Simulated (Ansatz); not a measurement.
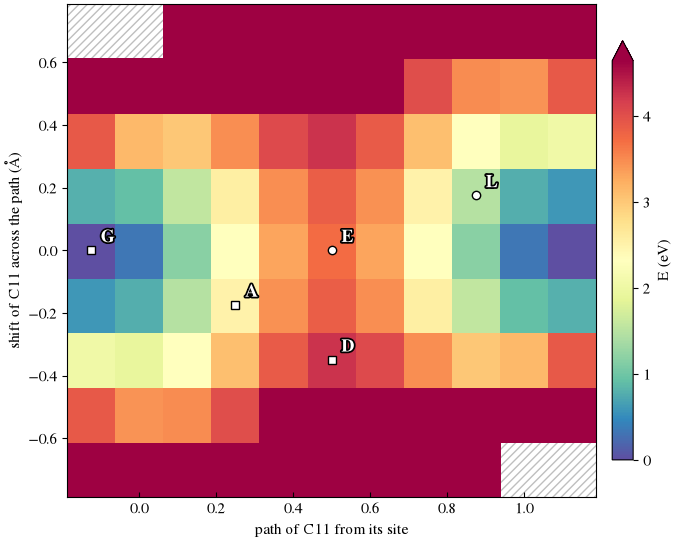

C (Fd-3m phase) with one C vacancy (15 atoms in the cell). An atom moved over a plane that holds its own site and a neighbouring vacancy (x along [2 −2 1] of the conventional cell). First axis: path of C11 from its site (0) to the vacancy (1), 1.547 Å. Second axis: shift of C11 across the path, along the Cartesian direction [−1 1 2]. Nothing is relaxed (all other atoms held at the sites of the perfect crystal). The grid has 11 × 9 points; 48 points were computed and 47 follow by symmetry. At 4 points there is no value (left out of the scan, as a rule where atoms come close). Points are written as (first, second). Energies are in eV per cell, from the lowest grid point. Method: Ansatz, DFT PBE, scalar-relativistic, plane waves, PAW. Settings: cutoff 420 eV, k-mesh 6×6×6, gaussian smearing 0.05 eV, no spin polarisation.

The picture shows one coloured cell a grid point, one colour for all values above the top of the scale, hatched blanks where no value was computed, lettered points.

> What kind of point is each of A, E, L: minimum, saddle, maximum or slope?

A: on a slope; E: saddle point; L: on a slope. (In these two coordinates alone; a stationary point may lie a little off the grid point.)

> Rank the lettered points by energy, lowest first.

G (0.0 eV), L (1.5 eV), A (2.5 eV), E (3.7 eV), D (4.3 eV).

PAW datasets: the set soft_1.
